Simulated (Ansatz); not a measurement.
# MnO: single-point calculation

- system: MnO (P6₃mc, 4 atoms in the cell)
- method: DFT PBE, scalar-relativistic, plane waves, PAW, no spin polarisation (Ansatz 0.2.0)

The structure derives from an entry of the Crystallography Open Database. It belongs to a series of runs on one base structure; here: no spin polarisation. Figures and captions count atoms from 1; the log counts them from 0 in places.

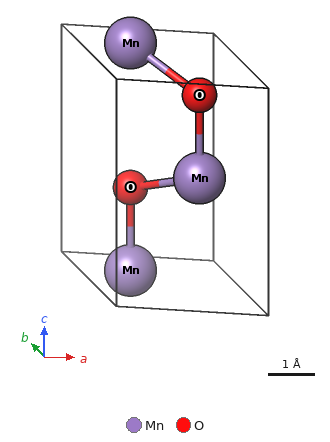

Figure 1. The structure (ball-and-stick view of the cell of the calculation, seen at an oblique angle). Near neighbours in the crystal (not all of them lie inside the picture): Mn has 4 O at 1.96 to 2.08 Å; O has 4 Mn at 1.96 to 2.08 Å.

### Input
```yaml
crystal:
  lattice:
    - [3.3717009293, 0.0, 0.0]
    - [-1.6858504646, 2.9199786587, 0.0]
    - [0.0, 0.0, 5.3855]
  atoms:
    - { symbol: Mn, position: [0.3333333333, 0.6666666667, 0.01096] }
    - { symbol: Mn, position: [0.6666666667, 0.3333333333, 0.51096] }
    - { symbol: O, position: [0.3333333333, 0.6666666667, 0.37547] }
    - { symbol: O, position: [0.6666666667, 0.3333333333, 0.87547] }
basis:
  ecutwfc: 420
kpoints:
  mp_grid: { grid: [12, 12, 8] }
hamiltonian:
  xc: pbe
scf:
  occupations: { method: gaussian, width: 0.1 }
  lower_state_search: "off"
output:
  forces: true
  stress: true
  eigenvalues: true
```

Launched with:
```bash
ansatz run input.yaml --threads 1 --pin off --max-ram 2560MiB --backend cpu --events-out ev --progress --plain --runs-dir out
```

### The program's output
```
Engine: ansatz 0.2.0, aarch64-unknown-linux-gnu
Pseudopotentials: kind: paw
Pseudopotential: Mn, paw, valence charge 15, recommended cutoff 420 eV (normal), Mn.paw.azcp
Pseudopotential: O, paw, valence charge 6, recommended cutoff 420 eV (normal), O.paw.azcp
Functional definition: PBE
  parameter kappa = 0.804
  parameter beta = 0.06672455060314922
  exchange = pbe_x(kappa = kappa, mu = beta*pi^2/3)
  correlation = pbe_c(beta = beta)
Crystal: 4 atoms, lattice volume = 53.022 Å³
Basis set: ecut = 420 eV, 1085 PW (Γ), exchange–correlation on 48×48×72 points (8 copies of the dense FFT grid, shifted against one another)
Bands: 26, of which v1, the nominal top of the filled ones, is band 21 counted from 1 (20 counted from 0)
Symmetry: 12 space group operations
Space group: P63mc (ITA 186), of the structure as read, at distance tolerance 3.8e-5 Å
k-points: 95 of 1152 (time reversal used)
Non-local potential: Mn, projectors of the file, l = 0: 3, l = 1: 2, l = 2: 3, l = 3: 1
Non-local potential: O, projectors of the file, l = 0: 2, l = 1: 2, l = 2: 1
PAW form: soft (Blöchl's): semilocal exchange-correlation on the pseudo side does not see the compensation charge
PAW one-centre angular grid: Mn, 590 points (default); XC on 64 Gauss nodes
PAW one-centre angular grid: O, 110 points (default); XC on 64 Gauss nodes
Initial density: superposition of atomic densities (neutral atoms: chi_scale 0, normalization atom), corrected by the library's trained network
Initial wavefunctions: pseudopotential atomic-orbital guess
Functional: x = pbe(κ = 0.804, μ = 0.2195149727645171), c = pbe(β = 0.06672455060314922)
SCF iter   1: F=—  HF=-8929.008264 eV  |F-HF|=—  |Δ(HF+E_count)|=         —  Δρ=9.20e-3  dr2=2.31e-2  ethr=1.77e-3  ⟨swp⟩=3.4  Hψ=8392  notcnv=0
preconditioner: auto → LDOS  [metal: Δε(μ)=0.004 eV  Ē_g=6.544 eV  σ=0.100 eV  W_gap=0.03  n_scr=22 (ndim 8)  ℏωp=26.0 eV  f_vac=0.017  D(μ)=9.11/eV (n_scr^D=146)  β→1.0]
SCF iter   2: F=—  HF=-8929.010326 eV  |F-HF|=—  |Δ(HF+E_count)|=   2.06e-3  Δρ=9.91e-3  dr2=1.41e-2  ethr=5.50e-5  ⟨swp⟩=2.7  Hψ=5385  notcnv=0  defer=9
SCF iter   3: F=—  HF=-8929.006695 eV  |F-HF|=—  |Δ(HF+E_count)|=   3.63e-3  Δρ=3.33e-3  dr2=2.41e-3  ethr=3.35e-5  ⟨swp⟩=2.2  Hψ=3929  notcnv=0  defer=9
SCF iter   4: F=—  HF=-8929.006310 eV  |F-HF|=—  |Δ(HF+E_count)|=   3.86e-4  Δρ=1.02e-3  dr2=3.26e-4  ethr=5.75e-6  ⟨swp⟩=1.1  Hψ=2475  notcnv=0  defer=9
SCF iter   5: F=—  HF=-8929.006277 eV  |F-HF|=—  |Δ(HF+E_count)|=   3.28e-5  Δρ=1.80e-4  dr2=7.05e-6  ethr=7.76e-7  ⟨swp⟩=2.0  Hψ=2888  notcnv=0  defer=9
SCF iter   6: F=—  HF=-8929.006283 eV  |F-HF|=—  |Δ(HF+E_count)|=   6.17e-6  Δρ=4.09e-5  dr2=6.13e-7  ethr=1.68e-8  ⟨swp⟩=2.0  Hψ=4280  notcnv=0  defer=3
SCF iter   7: F=-8929.006283 eV  HF=-8929.006283 eV  |F-HF|=5.58e-9  |Δ(HF+E_count)|=   3.76e-7  Δρ=1.07e-5  dr2=3.32e-8  ethr=2.38e-10  ⟨swp⟩=5.2  Hψ=10611  notcnv=0
SCF 1 converged in 7 iterations: F = -8929.006283 eV  dr2 = 3.32e-8
  greatest PAW one-centre occupation: 1.000 electrons in one spin orbital (limit 2), on the Mn atom at site 0 (counted from 0), in its partial waves of l = 1
SCF converged after 7 iterations
Free energy (F): -8929.006283 eV
Harris-Foulkes:  -8929.006283 eV  (|F-HF|=5.58e-9)
Internal energy: -8928.959374 eV  (E = F + TS)
E sigma→0 (E₀):  -8928.982829 eV
Entropy (-TS):   -0.046909 eV (-11.727 meV/atom)
Fermi energy:    10.001466 eV
--- Per-component energies (eV) ---
  E_band       = -625.461342
  E_kinetic    = 947.542078
  E_local      = -5194.215290  (includes V_loc(G=0)·N_el)
  E_nonlocal   = 586.949616
  E_hartree    = 2088.943737
  E_xc         = -367.109720
  E_vxc        = -468.865513  (∫ρ·V_xc dr)
  E_paw        = -2918.901253  (= ΣΔE_a)
  E_vpaw       = -674.771612  (= ΣTr[D̂ρ^β])
  E_aug_tail   = 0.004700  (compensation charges beyond the density's cutoff)
  E_ewald      = -4072.173242
  E_smearing   = -0.046909  (= −TS)
  E_closure    = -0.000000  (closes the sum)
  Σ components = -8929.006283   (vs F -8929.006283, Δ=0.00e0)
--- Forces (eV/Å), atoms counted from 1 ---
  atom   1  Mn     0.00000000    -0.00000000    -0.23175225
  atom   2  Mn    -0.00000000     0.00000000    -0.23175225
  atom   3  O      0.00000000     0.00000000     0.23160732
  atom   4  O      0.00000000     0.00000000     0.23160732
  max |Σ_I F_I| component: 2.90e-4 eV/Å
--- Stress (GPa, compression-positive) ---
      -31.749031      -0.000000       0.000000
       -0.000000     -31.749031      -0.000000
        0.000000      -0.000000     -24.115165
  P = ⅓ Tr σ = -29.2044 GPa (-292.044 kbar)
--- Band table (eV; the first three rows and the last of 95) ---
  k-point 0: bands = ["-69.2508", "-69.2474", "-38.1582", "-38.1160", "-37.9739", "-37.9739", "-37.9672", "-37.9672", "-9.9587", "-9.4926", "3.3631", "4.3023", "4.4963", "4.4963", "4.7544", "4.7544", "9.2239", "9.2239", "9.4518", "9.6417", "9.7977", "9.7977", "10.8472", "10.8472", "11.6798", "11.7371"]
  k-point 1: bands = ["-69.2506", "-69.2475", "-38.1566", "-38.1176", "-37.9736", "-37.9736", "-37.9674", "-37.9674", "-9.9406", "-9.5099", "3.3679", "4.2255", "4.5032", "4.5032", "4.7419", "4.7419", "9.2534", "9.2534", "9.5450", "9.7753", "9.7929", "9.7929", "10.8671", "10.8671", "11.6728", "11.6981"]
  k-point 2: bands = ["-69.2503", "-69.2479", "-38.1520", "-38.1222", "-37.9729", "-37.9729", "-37.9681", "-37.9681", "-9.8893", "-9.5594", "3.3929", "4.0327", "4.5238", "4.5238", "4.7057", "4.7057", "9.3361", "9.3361", "9.7656", "9.7656", "9.7914", "10.0990", "10.9353", "10.9353", "11.5874", "11.5874"]
  k-point 94: bands = ["-69.2472", "-69.2472", "-38.1348", "-38.1348", "-37.9898", "-37.9898", "-37.9861", "-37.9861", "-9.4314", "-9.4314", "3.6734", "3.6734", "4.0379", "4.0379", "4.9143", "4.9143", "9.1108", "9.1108", "9.7346", "9.7346", "10.1648", "10.1648", "10.2560", "10.2560", "10.7974", "10.7974"]
```

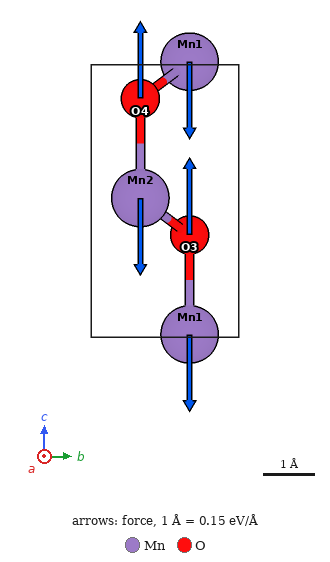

Figure 2. Forces on the atoms as blue arrows (ball-and-stick view of the cell of the calculation, along the a axis; atoms are numbered from 1 in the order of the input). The largest act on Mn1, Mn2 (0.23 eV/Å); O3, O4 (0.23 eV/Å). The geometry is not a stationary point of this energy.

### Key numbers

| quantity | value |
| --- | --- |
| outcome | converged |
| space group (tolerance 0.01 Å) | P6₃mc (186) |
| electrons treated | 42 |
| free energy | −8929.0063 eV |
| Fermi energy | 10.001 eV |
| gap on the k-point mesh | none (metallic) |
| pressure | −29.20 GPa |
| largest force (length of the vector) | 0.232 eV/Å |
| hardware | 1 thread of Arm Neoverse V1, 24 GiB of memory available, shared host |
| wall time | 11 s |
| peak memory | 0.4 GiB |

The run has no spin polarisation, so a magnetic state may lie lower. The cell is under a tension of 29 GPa at this level, so it is not at its equilibrium volume.
